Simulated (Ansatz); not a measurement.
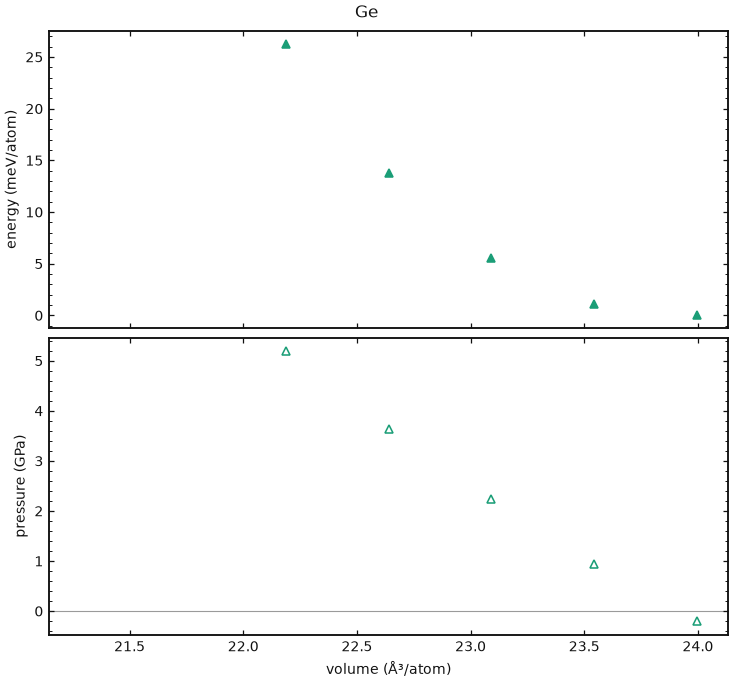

Plotted: energy and pressure against volume for Ge, space group Fd-3m (No. 227).

Cell as given: a = 4.001 Å, b = 4.001 Å, c = 4.001 Å, α = 60.00°, β = 60.00°, γ = 60.00°; 2 atoms.

Method: plane-wave DFT, no spin polarisation; energies at scaled volumes of the given cell, shape and fractions fixed, counted from the fit's minimum, third-order Birch-Murnaghan fit (Ansatz 0.2.0). Level: PBE.

| setting | value |
| --- | --- |
| k mesh | 8×8×8 |
| occupations | Fermi–Dirac |
| smearing width | 0.05 eV |
| potentials | Ansatz PAW |
| wave cutoff | 420 eV |
| density cutoff | 1680 eV |

The points at volume 21.28 Å³/atom and 21.73 Å³/atom are left out of the plot. What values does the calculation give there?

```csv
volume (Å³/atom),energy (meV/atom),pressure (GPa)
21.28,65.92,9.01
21.73,43.37,6.99
```

Limits of the calculation: the fit and the printed pressures don't fully agree, or the minimum lies near the end of the range.
